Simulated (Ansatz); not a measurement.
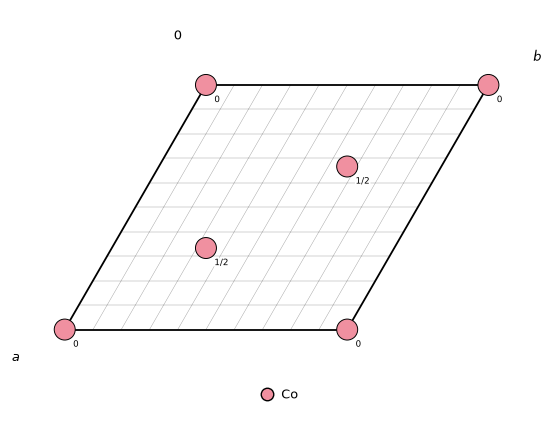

Plan of a unit cell projected along c (a down the page, b across); the numbers are heights as fractions of c, and atoms on the cell's edges are repeated. The grid marks tenths of a and b. Source: the end point of a relaxation with Ansatz 0.2.0, DFT, m-r2SCAN, plane waves (500 eV) with PAW, scalar-relativistic; the starting structure was generated, so it need not be a known form of this composition. The drawing is computed from the coordinates (standard cell, symmetry found to 0.002 Å).

a = 3.909 Å, b = 3.909 Å, c = 2.406 Å, α = 90.00°, β = 90.00°, γ = 120.00°.

**What does the cell contain?**

3 Co: Co, Z = 3.

**Which space group?**

No. 191, P6/mmm, primitive hexagonal.

**Give the independent sites, coordinates to two places.**

```json
{"atom": "Co", "site": "1a", "symmetry": "6/mmm", "x": "0.00", "y": "0.00", "z": "0.00"}
{"atom": "Co", "site": "2d", "symmetry": "-6m2", "x": "0.33", "y": "0.67", "z": "0.50"}
```
